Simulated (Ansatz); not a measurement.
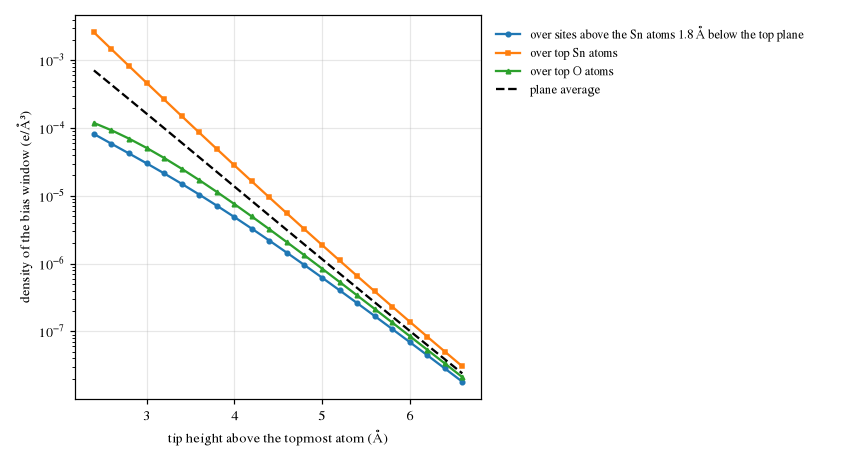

Approach curves over SnO(100) (P4/nmm bulk, 6 atomic planes (those closer than 0.6 Å count as one), 10 Å, SnO-terminated) at a sample bias of −2.35 V.

Model: Tersoff–Hamann, s-wave tip, no tip–sample forces. Zero bias is put in the middle of the gap by convention. Bias windows are sharp sums over the levels of the k mesh.

The calculation used DFT PBE, scalar-relativistic, plane waves, PAW (Ansatz 0.2.0). Cutoff 420 eV, 16 × 12 k-points, Gaussian smearing 0.05 eV, dipole correction. The slab is a cut without reconstruction beyond its cell, at the source's lattice constants, with its lower half held fixed and the rest relaxed. No spin polarisation. Spin–orbit coupling is left out; with Sn it can shift levels and gaps. The run warns that the functional's potential is rough in the thin density of the vacuum, where the tip is; weak contrasts and barriers may feel it.

Question: How fast does the current decay, and what apparent barrier height does that imply?

Answer: Near 4 Å the plane average falls as exp(−2.47 z/Å), a factor of 12 per ångström, which gives an apparent barrier of 5.8 eV (0.952 eV Å² times the slope squared). The vacuum level lies 3.88 eV above zero bias. The highest filled states lie 4.18 eV under it. The apparent barrier is above 4.18 eV. At 4 Å the 0.30 eV of states nearest the highest filled state carry 8 % of the density, so deeper states, or ones away from the zone centre, set the barrier.
